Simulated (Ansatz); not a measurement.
# Ni: geometry relaxation (part 2 of 3)

Continued. System: Ni (slab, 10 atoms in the cell). Method: DFT PBE+D3(BJ), scalar-relativistic, plane waves, PAW, spin-polarised (Ansatz 0.2.0); cutoff 420 eV, 8×8×1 k-mesh, Gaussian smearing of 0.1 eV, collinear spins. The structure derives from an entry of the Crystallography Open Database. The input holds or restrains some coordinates. Forces given for the steps count only the free coordinates.

Geometry of the input (Å; fractional positions):
```
3.4782  0.0000  0.0000
0.0000  3.4782  0.0000
0.0000  0.0000  23.9564
Ni 0.0000  0.5000  0.3548
Ni 0.5000  0.0000  0.3548
Ni 0.5000  0.5000  0.4274
Ni 0.0000  0.0000  0.4274
Ni 0.0000  0.5000  0.5000
Ni 0.5000  0.0000  0.5000
Ni 0.5000  0.5000  0.5726
Ni 0.0000  0.0000  0.5726
Ni 0.0000  0.5000  0.6452
Ni 0.5000  0.0000  0.6452
```

### Log, continued
```
SCF iter   1: F=—  HF=-58397.418968 eV  |F-HF|=—  |Δ(HF+E_count)|=         —  Δρ=1.19e-3 (↑7.65e-4 ↓1.19e-3)  dr2=5.31e-3  dr2_m=9.44e-4  M=6.653 μB ∫|m|=7.618 μB  β_m=1.00  ethr=2.88e-5  p=0.000 e·Å  D=1.31e-5 V/Å  ΔV_dip=-0.00 eV  dr2_dipole=2.13e-4  V_vac-E_F(+/−)=4.93/4.93 eV  ⟨swp⟩=3.6  Hψ=7876  notcnv=0  defer=379
efield: sawtooth ramp at fractional position 0.9500 (handed on by an earlier solve), width 0.1000; the density the first Hamiltonian is built on has a dipole p = 0.000 e·Å; the dipole correction subtracts the counter field D = 1.31e-5 V/Å, which shifts the + side's vacuum level by -0.00 eV against the − side's; the planar-averaged density in the ramp window peaks in size at 2.5e-5 e/Å³
preconditioner: auto → LDOS  [metal: Δε(μ)=0.013 eV  Ē_g=7.343 eV  σ=0.100 eV  W_gap=0.07  n_scr=12 (ndim 8)  ℏωp=21.8 eV  f_vac=0.584  D(μ)=16.57/eV (n_scr^D=168)]
spin=Collinear: LDOS preconditioning applied to the charge; magnetization (m = ρ↑ − ρ↓) channel mixes plain (no charge-response kernel on spin).
SCF iter   2: F=—  HF=-58397.419142 eV  |F-HF|=—  |Δ(HF+E_count)|=   1.74e-4  Δρ=4.38e-4 (↑4.01e-4 ↓4.38e-4)  dr2=6.42e-4  dr2_m=2.20e-5  M=6.653 μB ∫|m|=7.618 μB  β_m=0.32  ethr=2.95e-6  p=-0.000 e·Å  D=-2.54e-4 V/Å  ΔV_dip=0.01 eV  dr2_dipole=5.71e-5  V_vac-E_F(+/−)=4.93/4.93 eV  ⟨swp⟩=2.0  Hψ=5035  notcnv=0  defer=389
density mixer auto → msr1: a metal under ldos (density of states about μ 3.55 of a free-electron gas's, 70 screened modes)
SCF iter   3: F=—  HF=-58397.419275 eV  |F-HF|=—  |Δ(HF+E_count)|=   1.32e-4  Δρ=3.06e-4 (↑2.58e-4 ↓3.06e-4)  dr2=4.77e-4  dr2_m=7.43e-6  M=6.653 μB ∫|m|=7.618 μB  β_m=0.45  ethr=3.57e-7  p=-0.000 e·Å  D=-1.68e-4 V/Å  ΔV_dip=0.00 eV  dr2_dipole=7.96e-5  V_vac-E_F(+/−)=4.93/4.93 eV  ⟨swp⟩=2.2  Hψ=4970  notcnv=0  defer=391
SCF iter   4: F=—  HF=-58397.419393 eV  |F-HF|=—  |Δ(HF+E_count)|=   1.18e-4  Δρ=1.38e-4 (↑1.28e-4 ↓1.38e-4)  dr2=1.96e-4  dr2_m=6.60e-6  M=6.653 μB ∫|m|=7.618 μB  β_m=0.48  ethr=2.65e-7  p=-0.000 e·Å  D=-9.01e-5 V/Å  ΔV_dip=0.00 eV  dr2_dipole=3.42e-5  V_vac-E_F(+/−)=4.93/4.93 eV  ⟨swp⟩=1.0  Hψ=3395  notcnv=0  defer=406
SCF iter   5: F=—  HF=-58397.419428 eV  |F-HF|=—  |Δ(HF+E_count)|=   3.58e-5  Δρ=9.67e-5 (↑9.67e-5 ↓7.43e-5)  dr2=5.99e-5  dr2_m=1.20e-5  M=6.653 μB ∫|m|=7.618 μB  β_m=0.51  ethr=1.09e-7  p=-0.000 e·Å  D=-4.93e-5 V/Å  ΔV_dip=0.00 eV  dr2_dipole=1.82e-5  V_vac-E_F(+/−)=4.93/4.92 eV  ⟨swp⟩=2.1  Hψ=4570  notcnv=0  defer=406
SCF iter   6: F=—  HF=-58397.419441 eV  |F-HF|=—  |Δ(HF+E_count)|=   1.24e-5  Δρ=5.03e-5 (↑4.44e-5 ↓5.03e-5)  dr2=3.69e-6  dr2_m=4.66e-6  M=6.653 μB ∫|m|=7.619 μB  β_m=0.58  ethr=3.33e-8  p=0.000 e·Å  D=3.68e-5 V/Å  ΔV_dip=-0.00 eV  dr2_dipole=4.19e-7  V_vac-E_F(+/−)=4.92/4.92 eV  ⟨swp⟩=2.2  Hψ=4695  notcnv=0  defer=400
SCF iter   7: F=—  HF=-58397.419445 eV  |F-HF|=—  |Δ(HF+E_count)|=   3.74e-6  Δρ=2.15e-5 (↑1.75e-5 ↓2.15e-5)  dr2=1.93e-6  dr2_m=3.55e-7  M=6.653 μB ∫|m|=7.619 μB  β_m=0.55  ethr=2.05e-9  p=0.000 e·Å  D=1.09e-5 V/Å  ΔV_dip=-0.00 eV  dr2_dipole=1.18e-8  V_vac-E_F(+/−)=4.92/4.92 eV  ⟨swp⟩=3.0  Hψ=6656  notcnv=0  defer=396
SCF iter   8: F=—  HF=-58397.419445 eV  |F-HF|=—  |Δ(HF+E_count)|=   5.93e-8  Δρ=8.73e-6 (↑8.42e-6 ↓8.73e-6)  dr2=7.75e-7  dr2_m=7.97e-8  M=6.653 μB ∫|m|=7.619 μB  β_m=0.48  ethr=1.07e-9  p=0.000 e·Å  D=1.77e-5 V/Å  ΔV_dip=-0.00 eV  dr2_dipole=1.69e-7  V_vac-E_F(+/−)=4.92/4.92 eV  ⟨swp⟩=2.6  Hψ=5894  notcnv=0  defer=397
SCF iter   9: F=—  HF=-58397.419445 eV  |F-HF|=—  |Δ(HF+E_count)|=   5.65e-8  Δρ=2.61e-5 (↑4.30e-6 ↓2.61e-5)  dr2=6.59e-6  dr2_m=3.73e-7  M=6.653 μB ∫|m|=7.619 μB  β_m=0.45  ethr=4.31e-10  p=0.000 e·Å  D=1.17e-5 V/Å  ΔV_dip=-0.00 eV  dr2_dipole=1.86e-6  V_vac-E_F(+/−)=4.92/4.92 eV  ⟨swp⟩=2.0  Hψ=4717  notcnv=0  defer=395
SCF iter  10: F=—  HF=-58397.419445 eV  |F-HF|=—  |Δ(HF+E_count)|=   1.81e-8  Δρ=1.57e-5 (↑1.92e-6 ↓1.57e-5)  dr2=3.01e-6  dr2_m=1.44e-7  M=6.653 μB ∫|m|=7.619 μB  β_m=0.56  ethr=4.31e-10  p=0.000 e·Å  D=1.53e-5 V/Å  ΔV_dip=-0.00 eV  dr2_dipole=9.45e-7  V_vac-E_F(+/−)=4.92/4.92 eV  ⟨swp⟩=1.0  Hψ=3390  notcnv=0  defer=395
SCF iter  11: F=—  HF=-58397.419445 eV  |F-HF|=—  |Δ(HF+E_count)|=   1.00e-7  Δρ=1.69e-5 (↑2.05e-6 ↓1.69e-5)  dr2=3.55e-6  dr2_m=1.49e-7  M=6.653 μB ∫|m|=7.619 μB  β_m=0.51  ethr=4.31e-10  p=0.000 e·Å  D=1.40e-5 V/Å  ΔV_dip=-0.00 eV  dr2_dipole=1.22e-6  V_vac-E_F(+/−)=4.92/4.92 eV  ⟨swp⟩=17.0  Hψ=26172  notcnv=0
SCF iter  12: F=-58397.419444 eV  HF=-58397.419445 eV  |F-HF|=1.13e-6  |Δ(HF+E_count)|=   1.10e-8  Δρ=7.80e-6 (↑8.39e-7 ↓7.80e-6)  dr2=8.37e-7  dr2_m=3.26e-8  M=6.653 μB ∫|m|=7.619 μB  ethr=4.31e-10  p=0.000 e·Å  D=1.45e-5 V/Å  ΔV_dip=-0.00 eV  dr2_dipole=3.09e-7  V_vac-E_F(+/−)=4.92/4.92 eV  ⟨swp⟩=10.8  Hψ=23776  notcnv=0
SCF 3 converged in 12 iterations: F = -58397.419444 eV  dr2 = 8.37e-7
relax step   3: F+E_penalty+E_count = -58397.41944361 eV  Δ(F+E_penalty+E_count) = -3.880e-3 eV  max|allowed force component| = 2.145e-3 eV/Å  Δτ_max = 0.0246 Å  (12 SCF iters, dr2 threshold 2.05e-6 eV, accepted)
iter 1 solved again at ethr=1.00e-12 eV; its pass at ethr=3.10e-3 eV (dr2=5.06e-10 eV) is discarded
SCF iter   1: F=—  HF=-58397.419445 eV  |F-HF|=—  |Δ(HF+E_count)|=         —  Δρ=3.44e-7 (↑2.98e-7 ↓3.44e-7)  dr2=5.07e-10  dr2_m=1.30e-10  M=6.653 μB ∫|m|=7.619 μB  β_m=1.00  ethr=1.00e-12  p=0.000 e·Å  D=1.45e-5 V/Å  ΔV_dip=-0.00 eV  dr2_dipole=2.65e-11  V_vac-E_F(+/−)=4.92/4.92 eV  ⟨swp⟩=2.0  Hψ=10508  notcnv=0
efield: sawtooth ramp at fractional position 0.9500 (handed on by an earlier solve), width 0.1000; the density the first Hamiltonian is built on has a dipole p = 0.000 e·Å; the dipole correction subtracts the counter field D = 1.45e-5 V/Å, which shifts the + side's vacuum level by -0.00 eV against the − side's; the planar-averaged density in the ramp window peaks in size at 2.6e-5 e/Å³
preconditioner: auto → LDOS  [metal: Δε(μ)=0.014 eV  Ē_g=7.346 eV  σ=0.100 eV  W_gap=0.08  n_scr=12 (ndim 8)  ℏωp=21.8 eV  f_vac=0.584  D(μ)=16.58/eV (n_scr^D=168)]
spin=Collinear: LDOS preconditioning applied to the charge; magnetization (m = ρ↑ − ρ↓) channel mixes plain (no charge-response kernel on spin).
SCF iter   2: F=—  HF=-58397.419445 eV  |F-HF|=—  |Δ(HF+E_count)|=   5.17e-9  Δρ=6.14e-6 (↑6.60e-7 ↓6.14e-6)  dr2=5.21e-7  dr2_m=2.01e-8  M=6.653 μB ∫|m|=7.619 μB  β_m=0.36  ethr=1.00e-12  p=0.000 e·Å  D=1.43e-5 V/Å  ΔV_dip=-0.00 eV  dr2_dipole=1.91e-7  V_vac-E_F(+/−)=4.92/4.92 eV  ⟨swp⟩=1.0  Hψ=3390  notcnv=0
density mixer auto → msr1: a metal under ldos (density of states about μ 3.55 of a free-electron gas's, 70 screened modes)
SCF iter   3: F=—  HF=-58397.419445 eV  |F-HF|=—  |Δ(HF+E_count)|=   1.85e-9  Δρ=4.32e-6 (↑4.06e-7 ↓4.32e-6)  dr2=2.56e-7  dr2_m=1.03e-8  M=6.653 μB ∫|m|=7.619 μB  β_m=0.55  ethr=1.00e-12  p=0.000 e·Å  D=1.43e-5 V/Å  ΔV_dip=-0.00 eV  dr2_dipole=9.44e-8  V_vac-E_F(+/−)=4.92/4.92 eV  ⟨swp⟩=1.0  Hψ=3390  notcnv=0
SCF iter   4: F=-58397.419445 eV  HF=-58397.419445 eV  |F-HF|=1.26e-7  |Δ(HF+E_count)|=  7.64e-10  Δρ=2.65e-6 (↑1.99e-7 ↓2.65e-6)  dr2=9.34e-8  dr2_m=4.13e-9  M=6.653 μB ∫|m|=7.619 μB  ethr=1.00e-12  p=0.000 e·Å  D=1.44e-5 V/Å  ΔV_dip=-0.00 eV  dr2_dipole=3.47e-8  V_vac-E_F(+/−)=4.92/4.92 eV  ⟨swp⟩=7.9  Hψ=18875  notcnv=0
SCF 4 converged in 4 iterations: F = -58397.419445 eV  dr2 = 9.34e-8
relax step   4: F+E_penalty+E_count = -58397.41944461 eV  Δ(F+E_penalty+E_count) = -9.978e-7 eV  max|allowed force component| = 2.096e-3 eV/Å  Δτ_max = 0.0000 Å  (4 SCF iters, accepted)
```

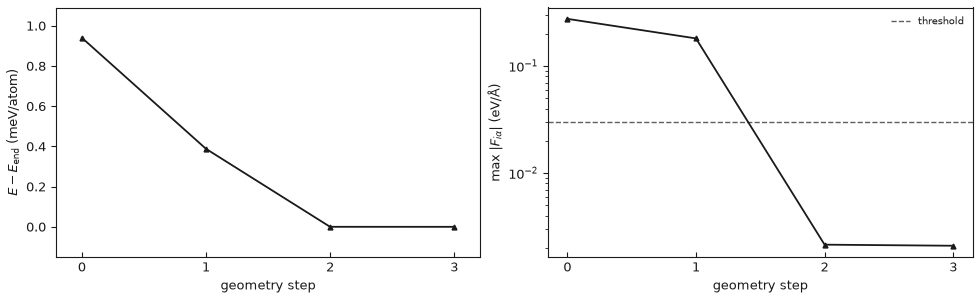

Fig. 1: Progress of the restrained relaxation, step by step (the first geometry is step 0 here and step 1 in the log).

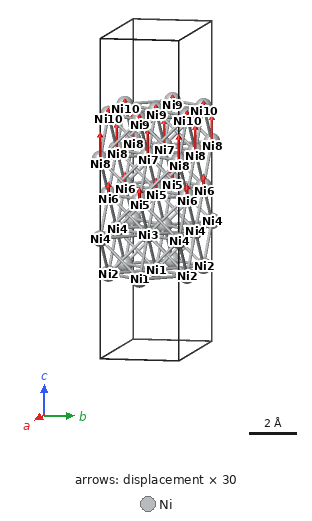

Fig. 2: The starting structure with the displacements as red arrows, magnified 30 times (ball-and-stick view of the 2 × 1 repeat of the cell, with the vacuum cut short, seen slightly off an axis). The largest moves, 0.039 Å, are those of Ni7 and Ni8. The cell doesn't change. Among the contacts that change: Ni7–Ni10 2.459 → 2.438 Å, Ni3–Ni5 2.459 → 2.472 Å. The energy falls by 0.9 meV per atom in 3 geometry steps. Largest force component: 0.28 eV/Å at the start, 0.0021 eV/Å at the end. (Atoms are counted from 1 in the order of the input.)

```
WARN: The output density's exchange-correlation potential varies sharply where the density is thin. Do not read a vacuum level from v_tot or v_xc, or from such a field of the output density. On a cell that repeats whose density bears no net charge and no dipole along the vacuum's axis use v_es (v_loc + v_h of the components); under efield.dipole_correction with no amplitude use v_es + v_field, which holds any external_charges[].barrier, or the levels of the report's work_function block, which leave it out; under a non-zero efield.amplitude the vacuum is tilted and has no level; on a cell that repeats and bears such a dipole with no correction it is tilted too, and efield.dipole_correction with no amplitude gives each side of its ramp a level where efield: is served; in a cell that repeats whose density bears a net charge (total_charge, or a fill off its count) it is curved and has none; of a slab under crystal.periodic whose density bears no net charge use v_es, which has a level on each side, short of where the two are joined; of another it falls or rises all the way out and has none; of a slab beside external_charges read slab_vacuum_level instead, which it has where they leave it neutral. The grid or the basis barely resolves most such structure, and the values can differ between equally converged runs; as a rule a tighter scf.convergence.dr2_threshold does not remove it. Where the density itself ripples (under the LDA too) a higher basis.ecutwfc lessens it. The files hold the spikes' plane waves up to the density's cutoff. Files: v_tot_of_output_density and the like, and their columns of v_z.tsv (output.write_potential); v_xc_of_output_density and the like, and their columns of v_comp_z.tsv (output.write_potential_components). Measured: with its Gaussian average of σ = 0.25 Å subtracted twice, the exchange-correlation potential is over 0.1 eV at 352 of the grid points where the equally averaged density (valence and model cores) is under 1e-3 e/Å³, and 0.391 eV at the most among them, at an averaged density of 3.6e-9 e/Å³. The input density's (outcome.potential() and, of a run that writes arrays, v_tot and v_xc) is over 0.1 eV, so measured, at 10 points of its own thin density, 0.141 eV at the most. See output.write_potential in the manual, Limitations
SCF converged after 4 iterations
Magnetization: 6.6534 μB (93.3267 up, 86.6733 down)
Absolute magnetization: 7.6270 μB (∫|ρ↑−ρ↓|, with the PAW one-centre terms)
Spin contamination: 0.0922 ħ² per cell (⟨S²⟩ above its minimum at these occupations)
Per-site moments (μB) at R_I (Å): [(0.7603931780928994, 1.0145227054625379), (0.7603931780928993, 1.0145227054625379), (0.6733521944439625, 1.0145227054625379), (0.6733521944439625, 1.0145227054625379), (0.6714743605780294, 1.0145227058307171), (0.6714743605780294, 1.0145227058307171), (0.6745302367663836, 1.005735798808848), (0.6745302367663836, 1.005735798808848), (0.7578441476715084, 1.005735798808848), (0.7578441476715085, 1.005735798808848)]
Free energy (F): -58397.419445 eV
Harris-Foulkes:  -58397.419445 eV  (|F-HF|=1.26e-7)
Internal energy: -58397.336552 eV  (E = F + TS)
E sigma→0 (E₀):  -58397.377998 eV
Entropy (-TS):   -0.082893 eV (-8.289 meV/atom)
Fermi energy:    3.814951 eV
Dipole field:    D = -0.000194 V/Å  (p = -0.000310 e·Å, saw-weighted, corrected)
Work function:   Φ+ = 4.9269 eV   Φ− = 4.9223 eV
Levels:          The Fermi level and band energies are counted from a zero that moves with the ramp; work functions are not
--- Per-component energies (eV) ---
  E_band       = -5411.100923
  E_kinetic    = 2821.113870
  E_local      = -431572.547823  (includes V_loc(G=0)·N_el)
  E_nonlocal   = 6369.822061
  E_hartree    = 211664.321610
  E_xc         = -842.945444
  E_vxc        = -1086.467694  (∫ρ·V_xc dr)
  E_paw        = -16308.032478  (= ΣΔE_a)
  E_vpaw       = -5271.677841  (= ΣTr[D̂ρ^β])
  E_aug_tail   = 0.005393  (compensation charges beyond the density's cutoff)
  E_efield     = 0.000000  (sawtooth field / dipole correction)
  E_vefield    = 0.000466  (∫n·V_field dr)
  E_ewald      = 169474.528310
  E_disp       = -3.602051  (pairwise vdW)
  E_smearing   = -0.082893  (= −TS)
  E_closure    = 0.000000  (closes the sum)
  Σ components = -58397.419445   (vs F -58397.419445, Δ=0.00e0)
--- Forces (eV/Å), atoms counted from 1 ---
  atom   1  Ni    -0.00000000     0.00000000     0.16829812
  atom   2  Ni    -0.00000000     0.00000000     0.16829812
  atom   3  Ni     0.00000000     0.00000000    -0.16762991
  atom   4  Ni     0.00000000     0.00000000    -0.16762991
  atom   5  Ni     0.00000000     0.00000000    -0.00147155
  atom   6  Ni     0.00000000     0.00000000    -0.00147155
  atom   7  Ni     0.00000000     0.00000000    -0.00122486
  atom   8  Ni     0.00000000     0.00000000    -0.00122486
  atom   9  Ni    -0.00000000    -0.00000000     0.00209614
  atom  10  Ni    -0.00000000    -0.00000000     0.00209614
  max |Σ_I F_I| component: 1.36e-4 eV/Å
--- Band table (eV; the first three rows and the last of 30) ---
  k-point 0 ↑: bands = ["-99.9318", "-99.9126", "-99.9009", "-99.8834", "-99.8812", "-99.8667", "-99.5697", "-99.5560", "-99.5442", "-99.5305", "-60.3859", "-60.3820", "-60.3820", "-60.3457", "-60.3457", "-60.3193", "-60.2964", "-60.2818", "-60.2818", "-60.2770", "-60.2685", "-60.2498", "-60.2498", "-60.2265", "-60.2247", "-60.2247", "-60.1787", "-60.1787", "-60.0674", "-60.0674", "-60.0532", "-60.0532", "-59.9539", "-59.9539", "-59.9393", "-59.9393", "-59.8273", "-59.8162", "-59.8110", "-59.7990", "-5.0760", "-3.8547", "-2.1582", "-0.9666", "-0.9210", "-0.8877", "-0.7828", "-0.4424", "-0.4361", "-0.4184", "-0.4184", "-0.0928", "-0.0484", "0.0975", "0.0975", "0.1450", "0.4789", "0.9764", "0.9788", "0.9788", "1.2011", "1.4183", "1.4183", "1.8144", "1.8144", "1.9454", "2.0440", "2.0440", "2.2405", "2.4349", "2.4349", "2.4386", "2.5204", "2.5866", "2.6083", "2.7372", "2.7538", "2.9772", "2.9772", "2.9875", "2.9875", "3.0089", "3.0336", "3.1367", "3.1922", "3.2233", "3.2596", "3.2674", "3.2674", "3.3340", "3.3595", "3.3758", "3.6248", "3.6405", "4.2618", "5.5545", "7.0543", "7.0543", "8.5160", "8.8080", "8.9297", "8.9297", "9.5407", "10.7734", "11.3398", "11.3398", "11.8978", "13.3807", "13.3950", "13.7294", "13.7577", "14.0009", "14.0009"]
```
